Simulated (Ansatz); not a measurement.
## Single-point calculation, with input and output: IrO$_{2}$ (part 2 of 2)

IrO$_{2}$ (slab, 18 atoms in the cell); DFT PBEsol, scalar-relativistic, plane waves, PAW, no spin polarisation (Ansatz 0.2.0); cutoff 420 eV, 11×8×1 k-mesh, Gaussian smearing of 0.1 eV. The structure derives from an entry of the Crystallography Open Database. It belongs to a series of runs on one base structure; here: vacuum: 22.

Geometry of the input (Å; fractional positions):
```
3.1536  0.0000  0.0000
0.0000  4.4715  0.0000
0.0000  0.0000  34.5594
O  0.5000  0.8088  0.3183
O  0.0000  0.3088  0.3335
Ir 0.5000  0.5000  0.3582
O  0.0000  0.6912  0.3830
O  0.5000  0.1912  0.3982
Ir 0.0000  0.0000  0.4229
O  0.5000  0.8088  0.4477
O  0.0000  0.3088  0.4629
Ir 0.5000  0.5000  0.4876
O  0.0000  0.6912  0.5124
O  0.5000  0.1912  0.5276
Ir 0.0000  0.0000  0.5523
O  0.5000  0.8088  0.5771
O  0.0000  0.3088  0.5923
Ir 0.5000  0.5000  0.6170
O  0.0000  0.6912  0.6418
O  0.5000  0.1912  0.6570
Ir 0.0000  0.0000  0.6817
```

### Output, continued
```
--- Band table (eV; the first three rows and the last of 30) ---
  k-point 0: bands = ["-92.2399", "-91.9129", "-91.8183", "-91.7736", "-91.7232", "-90.5878", "-49.2578", "-48.9951", "-48.8552", "-48.8253", "-48.7901", "-48.7525", "-48.7358", "-48.7047", "-48.6979", "-48.6411", "-48.6353", "-48.6002", "-48.5165", "-48.4801", "-48.4168", "-47.6765", "-47.4729", "-47.2790", "-19.6673", "-19.3477", "-18.8920", "-18.5256", "-18.3444", "-18.1485", "-17.7856", "-17.5987", "-17.4841", "-17.3733", "-16.0025", "-14.9703", "-8.2465", "-8.0441", "-7.5891", "-7.4932", "-6.7090", "-6.5697", "-6.5639", "-6.4927", "-6.4864", "-6.4509", "-6.3099", "-5.9811", "-5.7842", "-5.3069", "-4.9657", "-4.8022", "-4.7328", "-3.9454", "-3.8591", "-3.8397", "-3.8165", "-3.7736", "-3.4207", "-2.7470", "-2.5544", "-2.3380", "-2.1282", "-2.1110", "-2.0813", "-1.6637", "-1.3799", "-1.2587", "-1.2568", "-1.0332", "-0.8413", "-0.8053", "-0.6849", "-0.4928", "-0.4525", "-0.3740", "-0.2468", "-0.0469", "-0.0052", "0.1137", "0.1454", "0.2795", "0.4728", "0.7079", "0.8435", "1.0743", "1.3783", "1.6499", "1.7335", "2.0104", "2.3940", "2.7974", "3.1877", "3.5682", "4.3829", "5.3345", "5.4657", "5.5744", "5.6697", "5.7937", "6.0928", "6.1123", "6.4715", "6.5934", "7.1149"]
  k-point 1: bands = ["-92.2399", "-91.9129", "-91.8183", "-91.7736", "-91.7232", "-90.5878", "-49.2579", "-48.9950", "-48.8553", "-48.8253", "-48.7902", "-48.7526", "-48.7360", "-48.7047", "-48.6978", "-48.6410", "-48.6353", "-48.6003", "-48.5165", "-48.4800", "-48.4168", "-47.6765", "-47.4729", "-47.2790", "-19.6131", "-19.3173", "-18.9033", "-18.5404", "-18.3527", "-18.1544", "-17.7798", "-17.6398", "-17.4656", "-17.4135", "-15.9991", "-14.9847", "-8.2022", "-8.0898", "-7.5546", "-7.5153", "-6.7171", "-6.5742", "-6.5651", "-6.4993", "-6.4744", "-6.4557", "-6.2103", "-5.9854", "-5.7061", "-5.3076", "-4.9637", "-4.7656", "-4.6687", "-3.9924", "-3.8734", "-3.8643", "-3.7497", "-3.6242", "-3.3445", "-2.7934", "-2.6719", "-2.3872", "-2.2971", "-2.1084", "-2.0656", "-1.8803", "-1.5139", "-1.3941", "-1.2905", "-1.0932", "-0.9197", "-0.7361", "-0.6954", "-0.4866", "-0.4840", "-0.2179", "-0.1672", "-0.0203", "-0.0057", "0.1170", "0.1331", "0.4281", "0.4774", "0.7040", "0.8283", "1.0878", "1.3771", "1.7236", "1.7333", "2.1000", "2.3954", "2.7243", "3.2804", "3.5678", "4.2975", "5.3343", "5.4126", "5.4629", "5.6701", "5.7894", "6.1110", "6.2694", "6.4179", "6.7049", "7.1186"]
  k-point 2: bands = ["-92.2399", "-91.9129", "-91.8183", "-91.7736", "-91.7232", "-90.5878", "-49.2580", "-48.9950", "-48.8556", "-48.8252", "-48.7905", "-48.7528", "-48.7366", "-48.7046", "-48.6975", "-48.6410", "-48.6353", "-48.6005", "-48.5164", "-48.4800", "-48.4169", "-47.6766", "-47.4729", "-47.2791", "-19.4612", "-19.2319", "-18.9262", "-18.6063", "-18.3782", "-18.1811", "-17.8013", "-17.6686", "-17.5158", "-17.4382", "-15.9937", "-15.0175", "-8.1554", "-8.1218", "-7.5677", "-7.5051", "-6.7372", "-6.5985", "-6.5696", "-6.5162", "-6.4674", "-6.4625", "-5.9957", "-5.8992", "-5.4344", "-5.3077", "-4.8554", "-4.7583", "-4.5394", "-3.9865", "-3.8627", "-3.7652", "-3.6322", "-3.4946", "-3.2130", "-2.9513", "-2.9197", "-2.8767", "-2.4865", "-2.2889", "-2.1033", "-2.0213", "-1.7443", "-1.6045", "-1.3211", "-1.2621", "-0.9707", "-0.7965", "-0.6808", "-0.5046", "-0.5018", "-0.1705", "-0.0185", "-0.0139", "0.1164", "0.1369", "0.2452", "0.4767", "0.5102", "0.7671", "0.8839", "1.1712", "1.5021", "1.7310", "1.8243", "2.1660", "2.4337", "2.4926", "3.5656", "3.6762", "4.2265", "5.0710", "5.3314", "5.4595", "5.6659", "5.7866", "5.9358", "6.1074", "6.6518", "6.7377", "7.2287"]
  k-point 29: bands = ["-92.2372", "-91.9100", "-91.8155", "-91.7708", "-91.7204", "-90.5852", "-49.2514", "-49.1025", "-48.9403", "-48.8507", "-48.8166", "-48.7842", "-48.7533", "-48.7460", "-48.7192", "-48.7092", "-48.6925", "-48.6193", "-48.5006", "-48.4642", "-48.4005", "-47.6700", "-47.5707", "-47.2667", "-18.4418", "-18.4156", "-18.2612", "-18.2527", "-18.1121", "-18.0822", "-17.9612", "-17.8840", "-17.7859", "-17.6902", "-16.0116", "-14.9064", "-7.1450", "-7.1426", "-6.9390", "-6.8994", "-6.7256", "-6.6536", "-6.4962", "-6.4263", "-6.2101", "-6.1780", "-5.9656", "-5.8678", "-5.4981", "-5.4480", "-4.9636", "-4.8478", "-4.3989", "-4.3300", "-4.1531", "-4.1127", "-3.9642", "-3.7928", "-3.2876", "-3.1308", "-2.9167", "-2.7568", "-2.5957", "-2.3552", "-2.1325", "-1.9228", "-1.8687", "-1.6728", "-1.4583", "-1.3615", "-1.0327", "-0.8062", "-0.7436", "-0.3843", "-0.2329", "-0.2063", "-0.1620", "-0.1296", "-0.0533", "-0.0344", "0.2680", "0.3726", "0.7655", "0.8604", "0.9169", "1.2148", "1.4394", "1.7932", "1.8574", "1.9443", "2.1630", "2.2168", "3.0813", "3.0963", "3.6287", "3.6426", "4.1124", "5.0479", "5.4725", "5.6819", "5.9328", "6.1052", "6.2745", "8.7684", "9.1927"]
```

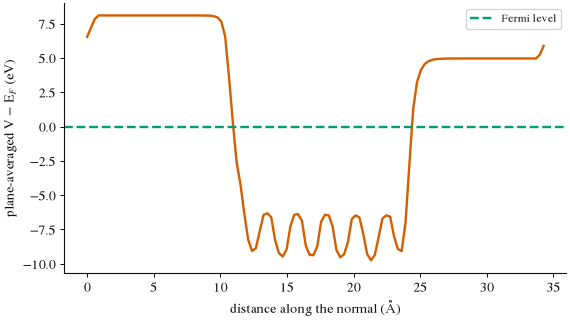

Plane average of the electrostatic potential energy of an electron across the cell, from the Fermi level. The vacuum level lies 4.96 eV above the Fermi level on the upper side and 8.10 eV on the lower.

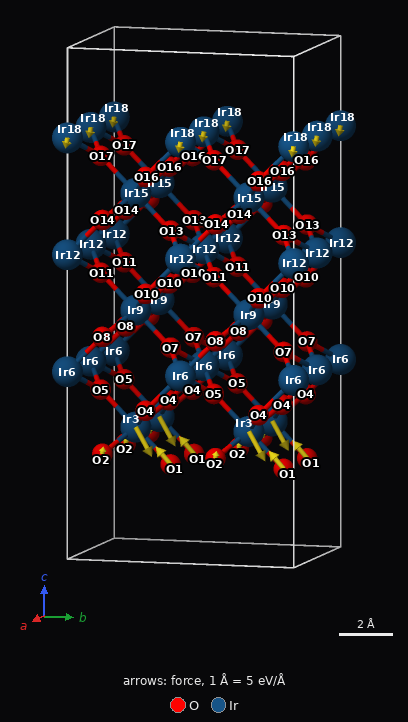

Forces on the atoms as yellow arrows (ball-and-stick view of the 2 × 2 repeat of the cell, with the vacuum cut short, seen slightly off an axis; atoms are numbered from 1 in the order of the input); the smallest are left out. The largest act on Ir3 (6.51 eV/Å); O1 (4.51 eV/Å); Ir18 (2.14 eV/Å). The geometry is not a stationary point of this energy.

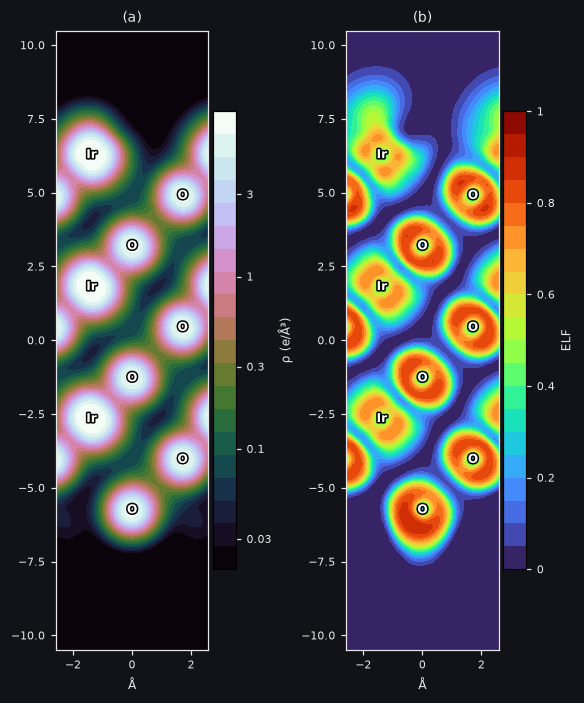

(a) valence electron density; (b) electron localisation function on the (100) plane of the calculation cell, a cut from vacuum to vacuum. Atoms in the plane: O and Ir. Ir–O (1.95 Å): ρ at the midpoint is about 0.99 e/Å³; the ELF is about 0.20 at the midpoint (a polar contact without a shared pair, in a metal). The density dies away to nearly zero in the vacuum. The strong features right at Ir lie inside the PAW spheres (semicore, d or f shells) and say nothing about bonding. In a PAW calculation such maps are meaningful between the atoms, not at the nuclei.

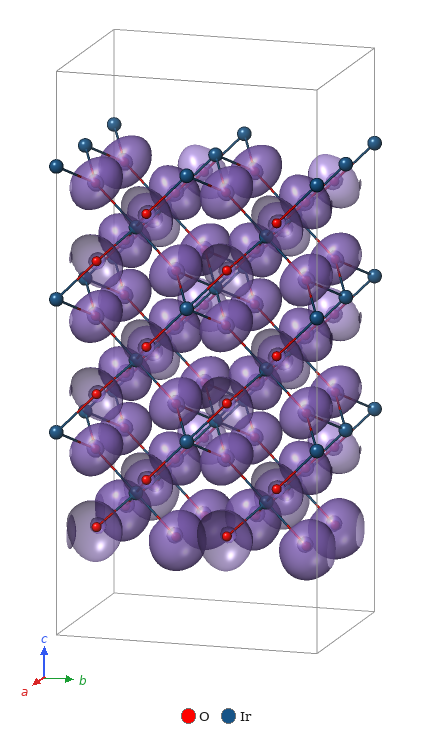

Isosurface of the ELF at 0.6 (purple), seen slightly off an axis. Only the valence region is drawn (cores and ρ < 0.01 e/Å³ removed). Sticks mark near contacts. Along the contacts the grid gives the following. Ir–O (1.95 Å): the ELF is about 0.30 at the midpoint; no shared pair; the contact is polar.

### Key numbers

```csv
quantity,value
outcome,converged
electrons treated,174
free energy,−77502.5264 eV
"work function, top face",4.96 eV
"work function, bottom face",8.10 eV
Fermi energy,1.660 eV
gap on the k-point mesh,none (metallic)
work function (upper face),4.96 eV
largest force (length of the vector),6.514 eV/Å
hardware,"2 threads of AMD EPYC (Zen 5), 176 GiB of memory available, shared host"
wall time,49 s (CPU time 97 s)
peak memory,1.5 GiB
```

### Notes

Warnings of the run: the exchange-correlation potential is rough where the density is thin. Spin–orbit coupling is left out, which matters for Ir.
